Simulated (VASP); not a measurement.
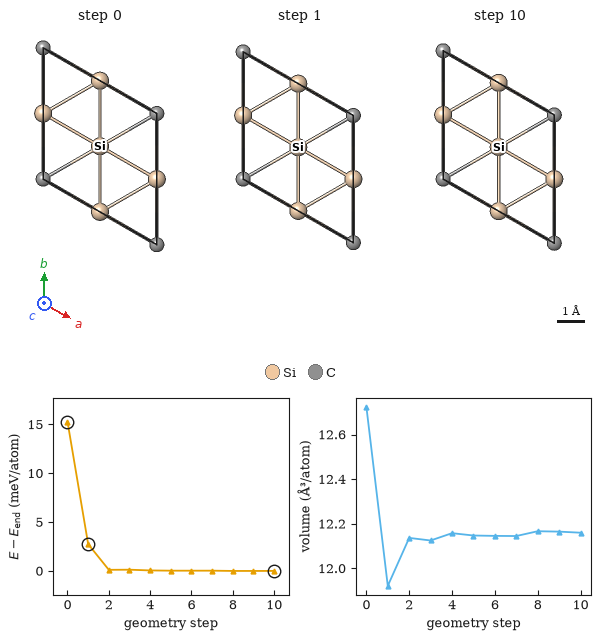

Frames of a relaxation of a crystal of Si$_{3}$C (a generated structure, set up in P6/mmm), marked on the history of the run. A ball-and-stick model of the cell of the calculation, seen along the c axis.

The run lets cell and atoms move.

Theory: Kohn-Sham DFT of a periodic cell, PBE with TS, VASP PAW PBE potentials, recommended (VASP 6.6.1).

The input:
```
SYSTEM = Si3C
ALGO = Normal
EDIFF = 1E-6
EDIFFG = -0.005
ENCUT = 600
GGA = PE
IBRION = 2
ISIF = 3
ISMEAR = -1
IVDW = 2
LASPH = .TRUE.
LCHARG = .FALSE.
LREAL = .FALSE.
LWAVE = .FALSE.
NELM = 80
NSW = 60
PREC = Accurate
SIGMA = 0.05
```

Command:
```bash
cat potpaw_PBE.64/Si/POTCAR potpaw_PBE.64/C/POTCAR > POTCAR
mpirun -np 1 vasp_std > vasp.out
```

What happens along the run?

Answer. No atom moves by more than 0.005 Å relative to the cell. Cell: a = b 4.915 → 4.805 Å (−2.2 %), c unchanged at 2.433 Å. Volume −4.4 %. Near-neighbour distances that change, for instance: Si–Si 2.457 → 2.402 Å, C–Si 2.457 → 2.402 Å. The space group stays P6/mmm (No. 191). After 10 geometry steps the energy has fallen by 15.3 meV per atom. All forces vanish by symmetry, so only the cell relaxes. The pressure goes from −5.59 to 0.00 GPa. From step 0 to 1: volume −6.3 %, energy −12.5 meV per atom. From step 1 to 10: volume +2.0 %, energy −2.7 meV per atom.

```csv
step,"E − E(0), meV/atom","pressure, GPa","volume, Å³/atom"
0,0.00,-5.59,12.725
1,-12.54,2.99,11.921
2,-15.17,0.27,12.136
3,-15.15,0.41,12.125
4,-15.23,0.05,12.158
5,-15.25,0.16,12.147
6,-15.26,0.18,12.146
7,-15.25,0.19,12.145
8,-15.28,-0.07,12.166
9,-15.28,-0.05,12.165
10,-15.28,0.00,12.160
```
